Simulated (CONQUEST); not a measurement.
**BAs: 7 runs along one coordinate**

System: BAs (F-43m, 4 atoms in the cell).
Method: Kohn-Sham DFT of a periodic cell, PBE, PseudoDojo NC PBE, no spin polarisation (CONQUEST 1.3).

The 7 runs differ only in the geometry, by an even scaling of the cell at fixed fractional positions. The structure derives from an entry of the Crystallography Open Database.

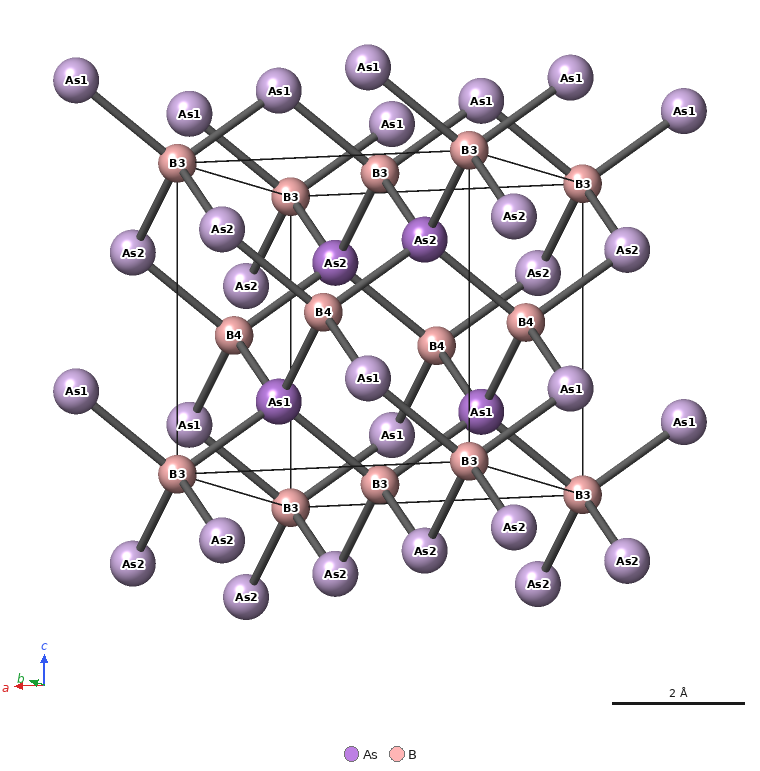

Figure 1. The structure of run 4 (ball-and-stick view of the cell 2 times as large as that of the calculation, set on its symmetry axes, seen at an oblique angle; neighbours outside the cell are drawn fainter; atoms are numbered from 1 in the order of the input).

## Input of run 4
```
IO.Title BAs
IO.Coordinates coords.dat
IO.FractionalAtomicCoords T
IO.Iprint 2
IO.Iprint_init 1
General.NumberOfSpecies 2
General.PseudopotentialType hamann
AtomMove.TypeOfRun static
AtomMove.FullStress T
Grid.PointsAlongX 32
Grid.PointsAlongY 32
Grid.PointsAlongZ 48
DM.SolutionMethod diagon
Diag.MPMesh T
Diag.GammaCentred T
Diag.MPMeshX 8
Diag.MPMeshY 8
Diag.MPMeshZ 6
Diag.kT 0.00183747
minE.SCTolerance 1e-6
SC.MaxIters 100
IO.AtomChargeOutput T
%block ChemicalSpeciesLabel
1 74.920 As
2 10.810 B
%endblock
```

Command:
```bash
Conquest
```

Lattice vectors (Å) and fractional positions of run 4:
```
   3.377849    0.000000    0.000000
   0.000000    3.377849    0.000000
   0.000000    0.000000    4.777000
As  0.000000  0.500000  0.250000
As  0.500000  0.000000  0.750000
B   0.000000  0.000000  0.000000
B   0.500000  0.500000  0.500000
```

Run 3 has the same physical settings and fractional positions; its lattice vectors (Å) are:
```
   3.355178    0.000000    0.000000
   0.000000    3.355178    0.000000
   0.000000    0.000000    4.744939
```

## Results, with one run withheld

```csv
run,volume per atom (Å³),"free energy per atom, from the lowest run given (meV)",pressure (GPa),gap on the mesh (eV)
1,12.809,82.45,18.93,1.60
2,13.081,53.87,14.73,1.60
3,13.354,?,?,?
4,13.626,16.62,7.41,1.61
5,13.899,6.32,4.67,1.61
6,14.171,0.79,1.73,1.62
7,14.444,0.00,−0.75,1.63
```

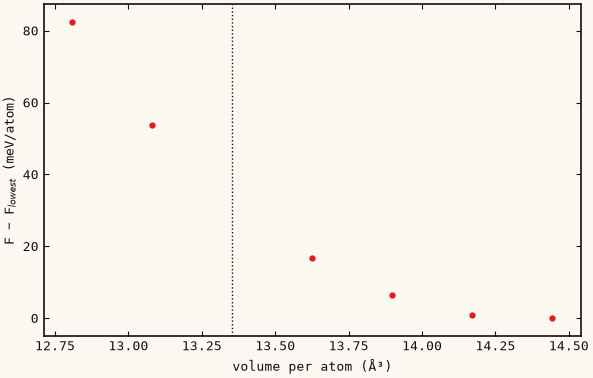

Figure 2. Free energy per atom of the runs given; the dotted line marks run 3.

Fit the runs given and predict run 3.

A cubic polynomial in V^(−2/3) (the Birch–Murnaghan form), fitted to the 6 runs given, misses them by at most 0.14 meV per atom. With x = V^(−2/3) − 0.17507 Å⁻², it reads F = 15.35 + 5302.5 x + 4.5742e+05 x² + 9.0999e+05 x³ (meV per atom). At run 3 it gives 32.18 meV per atom, and the run itself gives 32.12. The slope of the fit gives a pressure −dF/dV of 10.93 GPa there, and the run prints 10.86 GPa. The two needn't agree exactly: the fit is approximate, and the printed stress is taken on a finite basis. The fit has its minimum at 14.372 Å³ per atom, where V d²F/dV² gives 125 GPa: the bulk modulus at this level, since symmetry fixes the shape and the positions. The gap on the mesh goes, without turning, from 1.60 eV in run 1 to 1.63 eV in run 7; run 3 has 1.60 eV. These are gaps of this functional on this mesh, which can miss the band edges; they aren't the measured gap.

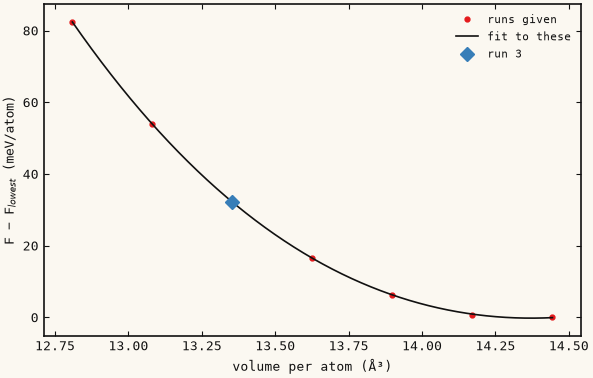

Figure 3. The fit and the withheld run.

## Some lines of the output (run 3)
```
[...]
      Using Fermi-Dirac smearing
          DFT Total Energy                 :      -217.903818244520210 Ha
          DFT Total Energy                 :      -217.951169768349416 Ha
          DFT Total Energy                 :      -217.952568632555085 Ha
          DFT Total Energy                 :      -217.952598034094763 Ha
          DFT Total Energy                 :      -217.952598541107648 Ha
          DFT Total Energy                 :      -217.952598623924587 Ha
      |* DFT total energy        =      -217.952598623924587 Ha
    force: Average pressure:     10.85941212 GPa
```

Notes: Points of doubt noted for this run: small atomic basis. With a small basis of atomic orbitals these values can differ much from converged plane-wave results.
